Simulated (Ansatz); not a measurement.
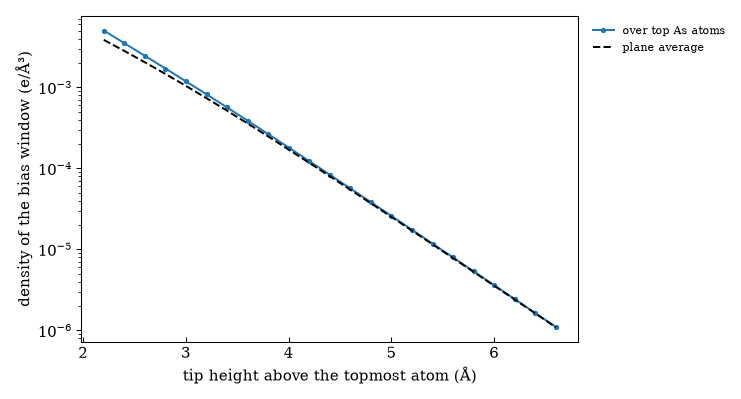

Approach curves over monolayer As at a sample bias of +1.45 V.

Tersoff–Hamann simulation (s-wave tip); biases are sample biases. Zero bias is put in the middle of the gap by convention. Bias windows are sharp sums over the levels of the k mesh.

All numbers here come from Ansatz 0.2.0, DFT PBE+D3(BJ), scalar-relativistic, plane waves, PAW. Cutoff 420 eV, 23 × 19 k-points, Gaussian smearing 0.05 eV, dipole correction. No spin polarisation.

How fast does the current decay, and what apparent barrier height does that imply?

Near 4 Å the plane average falls as exp(−1.88 z/Å), a factor of 6.5 per ångström, which gives an apparent barrier of 3.3 eV (0.952 eV Å² times the slope squared). The vacuum level lies 4.00 eV above zero bias. The upper edge of the window lies 2.55 eV under it. The apparent barrier is above 2.55 eV. At 4 Å the 0.60 eV of states nearest the upper edge carry 56 % of the density.
